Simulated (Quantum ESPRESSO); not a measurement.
# HfN: single-point calculation (part 1 of 2)

System: HfN (Fm-3m, 2 atoms in the cell).
Method: Kohn-Sham DFT of a periodic cell, PBE, DFT+U, SSSP 1.3 efficiency PBE, no spin polarisation (Quantum ESPRESSO 7.5).

The structure derives from an entry of the Crystallography Open Database.

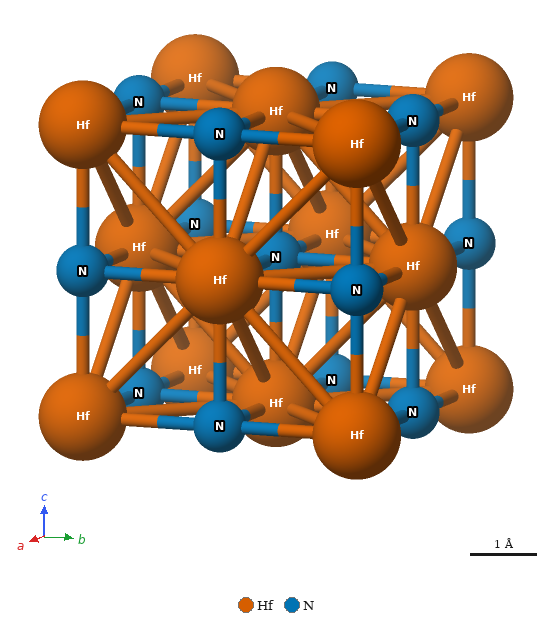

*The structure as given in the input (ball-and-stick view of the cell 4 times as large as that of the calculation, set on its symmetry axes, seen slightly off an axis). An atom can appear more than once, as a periodic image.*

**Summary**

```tsv
quantity	value
outcome	converged
space group (tolerance 0.01 Å)	Fm-3m (225)
electrons treated	17
free energy	−1805.7952 eV
Fermi energy	18.742 eV
gap on the k-point mesh	none (metallic)
pressure	−0.14 GPa
largest force (length of the vector)	under 0.001 eV/Å
hardware	1 thread of Arm Neoverse V1, 24 GiB of memory available, shared host
wall time	23 s
peak memory	0.1 GiB
```

**Remarks**

Spin–orbit coupling is left out, which matters for Hf. The cell holds an odd number of electrons but the run has no spin polarisation, so a band is left half filled.

**Input file**
```
&CONTROL
  calculation = 'scf'
  prefix = 'pwscf'
  outdir = './tmp'
  pseudo_dir = './pseudo'
  tprnfor = .true.
  tstress = .true.
  disk_io = 'nowf'
/
&SYSTEM
  ibrav = 0
  A = 3.1904658
  nat = 2
  ntyp = 2
  ecutwfc = 60
  ecutrho = 480
  nbnd = 18
  occupations = 'smearing'
  smearing = 'fd'
  degauss = 0.00367493
/
&ELECTRONS
  conv_thr = 4d-10
  electron_maxstep = 120
  mixing_beta = 0.3
/
ATOMIC_SPECIES
Hf   178.4900 Hf-sp.oncvpsp.upf
N     14.0070 N.pbe-n-radius_5.UPF
CELL_PARAMETERS alat
   0.0000000000    0.7071067805    0.7071067805
   0.7071067805    0.0000000000    0.7071067805
   0.7071067805    0.7071067805    0.0000000000
ATOMIC_POSITIONS alat
Hf     0.0000000000    0.0000000000    0.0000000000
N      0.7071067805    0.7071067805    0.7071067805
K_POINTS automatic
10 10 10 0 0 0
HUBBARD {atomic}
U Hf-5d 6.0
```

Run as:
```bash
OMP_NUM_THREADS=1 pw.x -in pw.in > pw.out
```

**Output**
```
This program is part of the open-source Quantum ESPRESSO suite
     for quantum simulation of materials; please cite
         "P. Giannozzi et al., J. Phys.:Condens. Matter 21 395502 (2009);
         "P. Giannozzi et al., J. Phys.:Condens. Matter 29 465901 (2017);
         "P. Giannozzi et al., J. Chem. Phys. 152 154105 (2020);
          URL
     in publications or presentations arising from this work. More details at

     Message from routine setup:
     using ibrav=0 with symmetry is DISCOURAGED, use correct ibrav instead

     G-vector sticks info
     --------------------
     sticks:   dense  smooth     PW     G-vecs:    dense   smooth      PW
     Sum        1201     595    199                27389     9721    1759

     Using Slab Decomposition

     bravais-lattice index     =            0
     lattice parameter (alat)  =       6.0291  a.u.
     unit-cell volume          =     154.9687 (a.u.)^3
     number of atoms/cell      =            2
     number of atomic types    =            2
     number of electrons       =        17.00
     number of Kohn-Sham states=           18
     kinetic-energy cutoff     =      60.0000  Ry
     charge density cutoff     =     480.0000  Ry
     scf convergence threshold =      4.0E-10
     mixing beta               =       0.3000
     number of iterations used =            8  plain     mixing
     Exchange-correlation= PBE
                           (   1   4   3   4   0   0   0)
     Hubbard projectors: atomic
     Hubbard parameters of DFT+U (Dudarev formulation) in eV:
     U(Hf-5d) =  6.0000

     Internal variables: lda_plus_u =T, lda_plus_u_kind = 0

     Internal variables: orbital_resolved =F, hub_pot_fix =F, apply_U = F

     celldm(1)=   6.029107  celldm(2)=   0.000000  celldm(3)=   0.000000
     celldm(4)=   0.000000  celldm(5)=   0.000000  celldm(6)=   0.000000

     crystal axes: (cart. coord. in units of alat)
               a(1) = (   0.000000   0.707107   0.707107 )
               a(2) = (   0.707107   0.000000   0.707107 )
               a(3) = (   0.707107   0.707107   0.000000 )

     reciprocal axes: (cart. coord. in units 2 pi/alat)
               b(1) = ( -0.707107  0.707107  0.707107 )
               b(2) = (  0.707107 -0.707107  0.707107 )
               b(3) = (  0.707107  0.707107 -0.707107 )

     PseudoPot. # 1 for Hf read from file:
     Hf-sp.oncvpsp.upf
     Pseudo is Norm-conserving + core correction, Zval = 12.0
     Generated using ONCVPSP code by D. R. Hamann
     Using radial grid of 1656 points,  8 beta functions with:
                l(1) =   0
                l(2) =   0
                l(3) =   1
                l(4) =   1
                l(5) =   2
                l(6) =   2
                l(7) =   3
                l(8) =   3

     PseudoPot. # 2 for N  read from file:
     N.pbe-n-radius_5.UPF
     Pseudo is Ultrasoft + core correction, Zval =  5.0
     Generated using "atomic" code by A. Dal Corso  v.5.1
     Using radial grid of 1085 points,  4 beta functions with:
                l(1) =   0
                l(2) =   0
                l(3) =   1
                l(4) =   1
     Q(r) pseudized with 0 coefficients

     atomic species   valence    mass     pseudopotential
     Hf               12.00   178.49000     Hf( 1.00)
     N                 5.00    14.00700     N ( 1.00)

     48 Sym. Ops., with inversion, found

   Cartesian axes

     site n.     atom                  positions (alat units)
         1        Hf     tau(   1) = (   0.0000000   0.0000000   0.0000000  )
         2        N      tau(   2) = (   0.7071068   0.7071068   0.7071068  )

     number of k points=    47  Fermi-Dirac smearing, width (Ry)=  0.0037
                       cart. coord. in units 2pi/alat
        k(    1) = (   0.0000000   0.0000000   0.0000000), wk =   0.0020000
        k(    2) = (   0.0707107   0.0707107  -0.0707107), wk =   0.0160000
        k(    3) = (   0.1414214   0.1414214  -0.1414214), wk =   0.0160000
        k(    4) = (   0.2121320   0.2121320  -0.2121320), wk =   0.0160000
        k(    5) = (   0.2828427   0.2828427  -0.2828427), wk =   0.0160000
        k(    6) = (  -0.3535534  -0.3535534   0.3535534), wk =   0.0080000
        k(    7) = (   0.1414214  -0.0000000   0.0000000), wk =   0.0120000
        k(    8) = (   0.2121320   0.0707107  -0.0707107), wk =   0.0480000
        k(    9) = (   0.2828427   0.1414214  -0.1414214), wk =   0.0480000
        k(   10) = (   0.3535534   0.2121320  -0.2121320), wk =   0.0480000
        k(   11) = (  -0.2828427  -0.4242641   0.4242641), wk =   0.0480000
        k(   12) = (  -0.2121320  -0.3535534   0.3535534), wk =   0.0480000
        k(   13) = (  -0.1414214  -0.2828427   0.2828427), wk =   0.0480000
        k(   14) = (  -0.0707107  -0.2121320   0.2121320), wk =   0.0480000
        k(   15) = (   0.0000000  -0.1414214   0.1414214), wk =   0.0240000
        k(   16) = (   0.2828427  -0.0000000   0.0000000), wk =   0.0120000
        k(   17) = (   0.3535534   0.0707107  -0.0707107), wk =   0.0480000
        k(   18) = (   0.4242641   0.1414214  -0.1414214), wk =   0.0480000
        k(   19) = (  -0.2121320  -0.4949747   0.4949747), wk =   0.0480000
        k(   20) = (  -0.1414214  -0.4242641   0.4242641), wk =   0.0480000
        k(   21) = (  -0.0707107  -0.3535534   0.3535534), wk =   0.0480000
        k(   22) = (   0.0000000  -0.2828427   0.2828427), wk =   0.0240000
        k(   23) = (   0.4242641   0.0000000  -0.0000000), wk =   0.0120000
        k(   24) = (   0.4949747   0.0707107  -0.0707107), wk =   0.0480000
        k(   25) = (  -0.1414214  -0.5656854   0.5656854), wk =   0.0480000
        k(   26) = (  -0.0707107  -0.4949747   0.4949747), wk =   0.0480000
        k(   27) = (  -0.0000000  -0.4242641   0.4242641), wk =   0.0240000
        k(   28) = (   0.5656854  -0.0000000   0.0000000), wk =   0.0120000
        k(   29) = (  -0.0707107  -0.6363961   0.6363961), wk =   0.0480000
        k(   30) = (   0.0000000  -0.5656854   0.5656854), wk =   0.0240000
        k(   31) = (  -0.7071068   0.0000000   0.0000000), wk =   0.0060000
        k(   32) = (   0.2828427   0.1414214   0.0000000), wk =   0.0480000
        k(   33) = (   0.3535534   0.2121320  -0.0707107), wk =   0.0960000
        k(   34) = (  -0.2828427  -0.4242641   0.5656854), wk =   0.0960000
        k(   35) = (  -0.2121320  -0.3535534   0.4949747), wk =   0.0480000
        k(   36) = (   0.4242641   0.1414214  -0.0000000), wk =   0.0480000
        k(   37) = (  -0.2121320  -0.4949747   0.6363961), wk =   0.0960000
        k(   38) = (  -0.1414214  -0.4242641   0.5656854), wk =   0.0960000
        k(   39) = (  -0.0707107  -0.3535534   0.4949747), wk =   0.0960000
        k(   40) = (   0.0000000  -0.2828427   0.4242641), wk =   0.0480000
        k(   41) = (  -0.1414214  -0.5656854   0.7071068), wk =   0.0480000
        k(   42) = (  -0.0707107  -0.4949747   0.6363961), wk =   0.0960000
        k(   43) = (   0.0000000  -0.4242641   0.5656854), wk =   0.0480000
        k(   44) = (  -0.7071068   0.1414214   0.0000000), wk =   0.0240000
        k(   45) = (  -0.1414214  -0.4242641   0.7071068), wk =   0.0480000
        k(   46) = (  -0.0707107  -0.3535534   0.6363961), wk =   0.0480000
        k(   47) = (  -0.7071068   0.2828427   0.0000000), wk =   0.0240000

     Dense  grid:    27389 G-vectors     FFT dimensions: (  45,  45,  45)

     Smooth grid:     9721 G-vectors     FFT dimensions: (  30,  30,  30)

     Initial potential from superposition of free atoms

     starting charge      16.9981, renormalised to      17.0000

     STARTING HUBBARD OCCUPATIONS:

     =================== HUBBARD OCCUPATIONS ===================
     ------------------------ ATOM    1 ------------------------
     Tr[ns(  1)] =   2.00000
     eigenvalues:
       0.200  0.200  0.200  0.200  0.200
     eigenvectors (columns):
       1.000  0.000  0.000  0.000  0.000
       0.000  1.000  0.000  0.000  0.000
       0.000  0.000  1.000  0.000  0.000
       0.000  0.000  0.000  1.000  0.000
       0.000  0.000  0.000  0.000  1.000
     occupation matrix ns (before diag.):
       0.200  0.000  0.000  0.000  0.000
       0.000  0.200  0.000  0.000  0.000
       0.000  0.000  0.200  0.000  0.000
       0.000  0.000  0.000  0.200  0.000
       0.000  0.000  0.000  0.000  0.200

     Number of occupied Hubbard levels =    2.0000

     Atomic wfc used for Hubbard projectors are NOT orthogonalized

     Starting wfcs are   14 randomized atomic wfcs +    4 random wfcs

     Self-consistent Calculation

     iteration #  1     ecut=    60.00 Ry     beta= 0.30
     Davidson diagonalization with overlap
     ethr =  1.00E-02,  avg # of iterations =  5.6

     =================== HUBBARD OCCUPATIONS ===================
     ------------------------ ATOM    1 ------------------------
     Tr[ns(  1)] =   4.28368
     eigenvalues:
       0.410  0.410  0.410  0.456  0.456
     eigenvectors (columns):
      -0.000 -0.000 -0.000  0.119 -0.993
      -0.262  0.290 -0.920 -0.000  0.000
      -0.634  0.668  0.391 -0.000  0.000
       0.000  0.000  0.000 -0.993 -0.119
       0.728  0.685  0.009  0.000 -0.000
     occupation matrix ns (before diag.):
       0.456 -0.000 -0.000  0.000  0.000
      -0.000  0.410 -0.000  0.000  0.000
      -0.000 -0.000  0.410  0.000  0.000
       0.000  0.000  0.000  0.456 -0.000
       0.000  0.000  0.000 -0.000  0.410

     Number of occupied Hubbard levels =    4.2837

     total energy              =    -132.46229620 Ry
     estimated scf accuracy    <       0.85052790 Ry

     iteration #  2     ecut=    60.00 Ry     beta= 0.30
     Davidson diagonalization with overlap
     ethr =  5.00E-03,  avg # of iterations =  1.3

     total energy              =    -132.70487519 Ry
     estimated scf accuracy    <       0.05904807 Ry

     iteration #  3     ecut=    60.00 Ry     beta= 0.30
     Davidson diagonalization with overlap
     ethr =  3.47E-04,  avg # of iterations =  1.9

     total energy              =    -132.72124950 Ry
     estimated scf accuracy    <       0.02299733 Ry

     iteration #  4     ecut=    60.00 Ry     beta= 0.30
     Davidson diagonalization with overlap
     ethr =  1.35E-04,  avg # of iterations =  2.2

     total energy              =    -132.72363280 Ry
     estimated scf accuracy    <       0.00135514 Ry

     iteration #  5     ecut=    60.00 Ry     beta= 0.30
     Davidson diagonalization with overlap
     ethr =  7.97E-06,  avg # of iterations =  4.0

     total energy              =    -132.72328467 Ry
     estimated scf accuracy    <       0.00073561 Ry

     iteration #  6     ecut=    60.00 Ry     beta= 0.30
     Davidson diagonalization with overlap
     ethr =  4.33E-06,  avg # of iterations =  2.1

     total energy              =    -132.72347719 Ry
     estimated scf accuracy    <       0.00035546 Ry

     iteration #  7     ecut=    60.00 Ry     beta= 0.30
     Davidson diagonalization with overlap
     ethr =  2.09E-06,  avg # of iterations =  1.2

     total energy              =    -132.72348856 Ry
     estimated scf accuracy    <       0.00003309 Ry

     iteration #  8     ecut=    60.00 Ry     beta= 0.30
     Davidson diagonalization with overlap
     ethr =  1.95E-07,  avg # of iterations =  2.0

     total energy              =    -132.72349616 Ry
     estimated scf accuracy    <       0.00000199 Ry

     iteration #  9     ecut=    60.00 Ry     beta= 0.30
     Davidson diagonalization with overlap
     ethr =  1.17E-08,  avg # of iterations =  1.5

     total energy              =    -132.72349611 Ry
     estimated scf accuracy    <       0.00000063 Ry

     iteration # 10     ecut=    60.00 Ry     beta= 0.30
     Davidson diagonalization with overlap
     ethr =  3.70E-09,  avg # of iterations =  1.1

     total energy              =    -132.72349615 Ry
     estimated scf accuracy    <       0.00000004 Ry

     iteration # 11     ecut=    60.00 Ry     beta= 0.30
     Davidson diagonalization with overlap
     ethr =  2.64E-10,  avg # of iterations =  2.0

     total energy              =    -132.72349617 Ry
     estimated scf accuracy    <          6.9E-09 Ry

     iteration # 12     ecut=    60.00 Ry     beta= 0.30
     Davidson diagonalization with overlap
     ethr =  4.06E-11,  avg # of iterations =  1.0

     total energy              =    -132.72349617 Ry
     estimated scf accuracy    <          6.8E-10 Ry

     iteration # 13     ecut=    60.00 Ry     beta= 0.30
     Davidson diagonalization with overlap
     ethr =  3.97E-12,  avg # of iterations =  2.0

     End of self-consistent calculation
```
